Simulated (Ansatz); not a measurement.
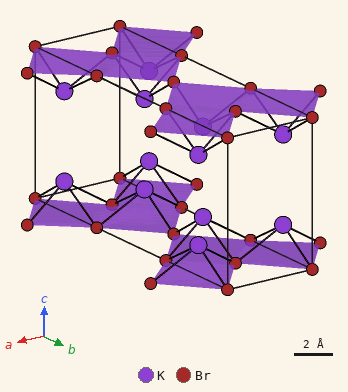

This is the input geometry for a relaxation of crystalline K$_{4}$Br$_{3}$ (a generated structure, set up in Cmmm). Style: polyhedral. Shown: the conventional cell (2 times the calculation's cell), from a free direction. Lengths and directions refer to the drawn axes.

Method: Ansatz 0.2.0, DFT PBE, scalar-relativistic, plane waves, PAW.

Input file:
```yaml
crystal:
  lattice:
    - [2.7882676841, -8.9020536434, 0.0]
    - [2.7882676841, 8.9020536434, 0.0]
    - [0.0, 0.0, 8.6495700684]
  atoms:
    - { symbol: K, position: [0.8483286939, 0.1516713061, 0.2025924287] }
    - { symbol: K, position: [0.1516713061, 0.8483286939, 0.2025924287] }
    - { symbol: K, position: [0.8483286939, 0.1516713061, 0.7974075713] }
    - { symbol: K, position: [0.1516713061, 0.8483286939, 0.7974075713] }
    - { symbol: Br, position: [0.0, 0.0, 0.0] }
    - { symbol: Br, position: [0.3205294734, 0.6794705266, 0.0] }
    - { symbol: Br, position: [0.6794705266, 0.3205294734, 0.0] }
basis:
  ecutwfc: 420
kpoints:
  mp_grid: { grid: [8, 8, 6] }
hamiltonian:
  xc: pbe
scf:
  occupations: { method: gaussian, width: 0.1 }
output:
  forces: true
  stress: true
  eigenvalues: true
relax:
  adjacent_minimum: "off"
  f_tol: 0.01
  max_steps: 80
  cell: { stress_tol: 0.05 }
```

Command:
```bash
ansatz run input.yaml --threads 1 --pin off --max-ram 2560MiB --backend cpu --events-out ev --progress --plain --runs-dir out
```

Predict the outcome.

Over 3 accepted moves (4 points after the start) the energy falls by 0.1 meV per atom. The largest force component goes from 0.014 to 0.0064 eV/Å. The pressure goes from 0.02 to 0.00 GPa. The SCF was repeated once at an unchanged geometry on a basis and grid sized afresh for the cell, which shifted the energy by less than 0.05 meV per atom at most. The largest moves relative to the cell, 0.012 Å, are those of K1, K2, K3 and K4. K4 goes along [0 1 −1]. By element the largest moves are K 0.012 Å, Br 0.011 Å. The drawn cell changes at constant volume: a 5.577 → 5.539 Å (−0.7 %), b 17.804 → 17.882 Å (+0.4 %), c 8.650 → 8.672 Å (+0.3 %). Near-neighbour distances that change, for instance: K1–Br7 3.480 → 3.515 Å, K1–K3 3.505 → 3.525 Å, K1–Br6 3.330 → 3.320 Å, K1–Br5 3.219 → 3.226 Å. The space group stays Cmmm (No. 65). The run took 3 min on 1 thread of AMD EPYC 9R14 (Zen 4) (shared host), peak memory 1.3 GiB.

Step by step:

```csv
step,"E − E(0), meV/atom","largest force component, eV/Å","pressure, GPa","volume, Å³/atom",note
0,0.00,0.0143,0.02,61.341,
1,-0.04,0.0112,0.01,61.330,
2,-0.12,0.0032,0.00,61.312,
3,-0.12,0.0064,0.00,61.356,
4,-0.12,0.0064,0.00,61.356,"same geometry, new basis"
```

The structure at the end:

```
K Br
1.0
     2.76957   -8.94077    0.00000
     2.76957    8.94077    0.00000
     0.00000    0.00000    8.67236
K Br
4 3
Direct
  0.84890 0.15110 0.20326
  0.15110 0.84890 0.20326
  0.84890 0.15110 0.79674
  0.15110 0.84890 0.79674
  0.00000 0.00000 0.00000
  0.32114 0.67886 0.00000
  0.67886 0.32114 0.00000
```

Limits of the set-up: layers or molecules are held without a dispersion correction, so their spacing is unreliable.
